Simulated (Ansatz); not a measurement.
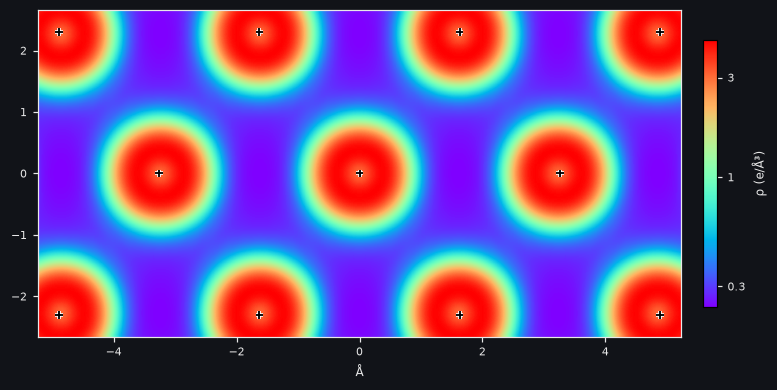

The valence charge density (pseudo) on a plane through atoms (crosses mark nuclei in the plane).

The calculation used Kohn-Sham DFT of a periodic cell, r2SCAN with rVV10, Ansatz PAW in Ansatz.

Candidates:
A. Ta, a = 3.26 Å, b = 3.26 Å, c = 3.26 Å, α = 90.00°, β = 90.00°, γ = 90.00°. Space group Im-3m; computed pressure about 6 GPa in this cell.
B. CdSe, a = 6.10 Å, b = 6.10 Å, c = 6.10 Å, α = 90.00°, β = 90.00°, γ = 90.00°. Space group F-43m; a structure from a database of computed crystals, not necessarily the ambient phase.

Q: Which system is this?

A: Candidate A: Ta on the (110) plane of the conventional cell, which holds Ta. Ta–Ta (2.82 Å): the density is about 0.32 e/Å³ at the midpoint.
